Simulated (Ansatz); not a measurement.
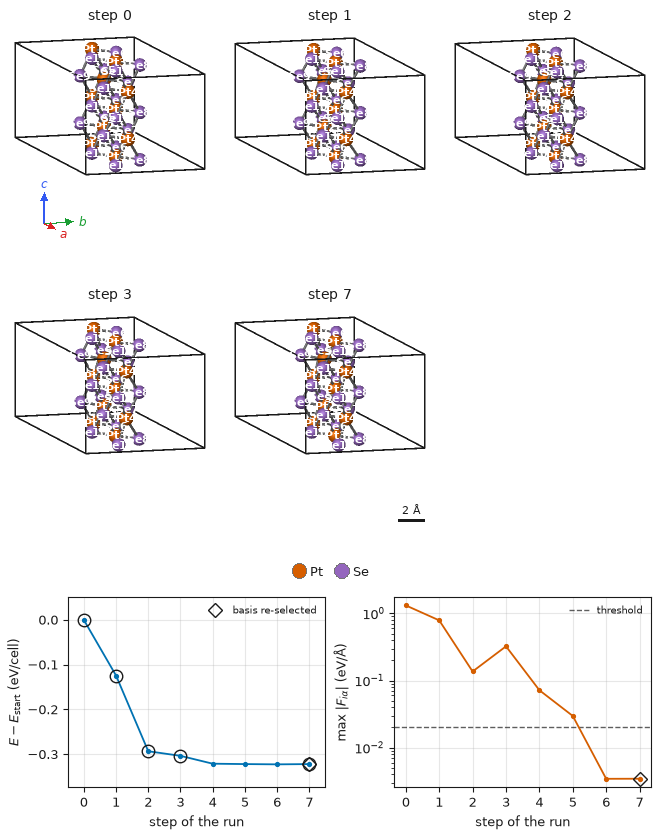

Frames of a relaxation of a wire of composition PtSe2, marked on the history of the run. The picture is a ball-and-stick view of the 2 repeat of the cell, with the vacuum cut short, seen slightly off an axis.

Case: zigzag ribbon, 4 formula units a period, edge spins parallel.

Theory: DFT PBE, scalar-relativistic, plane waves, PAW (Ansatz 0.2.0).

The input:
```yaml
crystal:
  lattice:
    - [20.9, 0.0, 0.0]
    - [0.0, 11.9, 0.0]
    - [0.0, 0.0, 3.7484152507]
  atoms:
    - { symbol: Pt, position: [0.2670175002, 0.5, 0.0] }
    - { symbol: Pt, position: [0.4223391667, 0.5, 0.5] }
    - { symbol: Pt, position: [0.5776608333, 0.5, 1.0] }
    - { symbol: Pt, position: [0.7329824998, 0.5, 0.5] }
    - { symbol: Se, position: [0.2152436113, 0.6099197191, 0.5], spin: 1.0 }
    - { symbol: Se, position: [0.3705652779, 0.6099197191, 0.0] }
    - { symbol: Se, position: [0.5258869444, 0.6099197191, 0.5] }
    - { symbol: Se, position: [0.681208611, 0.6099197191, 1.0] }
    - { symbol: Se, position: [0.318791389, 0.3900802809, 0.5] }
    - { symbol: Se, position: [0.4741130556, 0.3900802809, 1.0] }
    - { symbol: Se, position: [0.6294347221, 0.3900802809, 0.5] }
    - { symbol: Se, position: [0.7847563887, 0.3900802809, 1.0], spin: 1.0 }
basis:
  ecutwfc: 420
kpoints:
  mp_grid: { grid: [1, 1, 14] }
hamiltonian:
  xc: pbe
scf:
  occupations: { method: gaussian, width: 0.05 }
output:
  forces: true
  stress: true
  eigenvalues: true
  populations: true
  write_density: true
  write_potential: true
  elf: true
  volumetric_format: npy
magnetization:
  spin_polarized: true
relax:
  adjacent_minimum: "off"
  f_tol: 0.02
  max_steps: 45
  cell: { fix: [a, b, alpha, beta, gamma], stress_tol: 0.03 }
```

Run as
```bash
ansatz run input.yaml --threads 4 --pin off --max-ram 11264MiB --backend cpu --events-out ev --progress --plain --runs-dir out
```

Describe the path.

Answer. The largest moves relative to the layer's centre, 0.28 Å, are those of Se5 and Se12. By element the largest moves are Se 0.28 Å, Pt 0.15 Å. Along the periodic axis the drawn cell goes c 7.497 → 7.407 Å (−1.2 %). Near-neighbour distances that change, for instance: Pt1–Se5 2.529 → 2.442 Å, Pt1–Se6 2.529 → 2.481 Å, Pt2–Se9 2.529 → 2.553 Å, Pt2–Se6 2.529 → 2.505 Å. Among the angles between lasting bonds that change: Se5–Pt1–Se9 180.0° → 169.7°, Se5–Pt1–Se6 95.7° → 105.4°, Se5–Pt1–Se5 95.7° → 98.6°. The energy falls by 0.322 eV per cell of the calculation in 6 accepted moves (7 points after the start). Largest force component: 1.3 eV/Å at the start, 0.0034 eV/Å at the end. The SCF was repeated once at an unchanged geometry on a basis and grid sized afresh for the cell, which shifted the energy by 0.6 meV per cell of the calculation at most. The program noted that the starting moments weren't kept. From step 0 to 1: Se atoms move most (0.19 Å), energy −0.124 eV per cell of the calculation. From step 1 to 2: Se atoms move most (0.12 Å), energy −0.169 eV per cell of the calculation. From step 2 to 3: Se atoms move most (0.16 Å), energy −10.2 meV per cell of the calculation. From step 3 to 7: Se atoms move most (0.05 Å), energy −18.4 meV per cell of the calculation.

| step | E − E(0), meV/atom | largest force component, eV/Å | note |
| --- | --- | --- | --- |
| 0 | 0.00 | 1.3156 |  |
| 1 | -10.36 | 0.7876 |  |
| 2 | -24.44 | 0.1364 |  |
| 3 | -25.29 | 0.3234 |  |
| 4 | -26.75 | 0.0717 |  |
| 5 | -26.82 | 0.0297 |  |
| 6 | -26.87 | 0.0034 |  |
| 7 | -26.82 | 0.0034 | same geometry, new basis |
